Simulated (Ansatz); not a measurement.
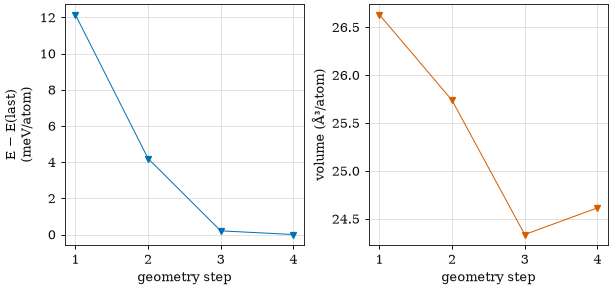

(Drawn from a calculation with Ansatz.)

History of a geometry optimisation. Atoms and cell relax. A closing SCF on a freshly chosen basis isn't drawn.

```
crystal:
  lattice:
    - [0.0, 2.9862444574, 2.9862444574]
    - [2.9862444574, 0.0, 2.9862444574]
    - [2.9862444574, 2.9862444574, 0.0]
  atoms:
    - { symbol: Zn, position: [0.0, 0.0, 0.0] }
    - { symbol: Zn, position: [0.25, 0.25, 0.25] }
kpoints:
  mp_grid: { grid: [11, 11, 11] }
scf:
  occupations: { method: fermi_dirac, width: 0.05 }
hamiltonian:
  xc: pbe
  pseudopotentials: { kind: paw }
output:
  forces: true
  stress: true
relax:
  f_tol: 0.005
  max_steps: 80
  cell: {}
```

Question: How did it end, and what did it gain?

Answer: The optimisation met its thresholds at geometry 4, counting the start as the first. The energy fell by about 12 meV/atom from the first step to the last. All forces vanish by symmetry, so only the cell moves.

Question: Was the starting cell too large or too small?

Answer: The volume shrinks from 26.6 to 24.6 Å³ per atom (−8 %), overshooting to 24.3 at step 3. The start was expanded.
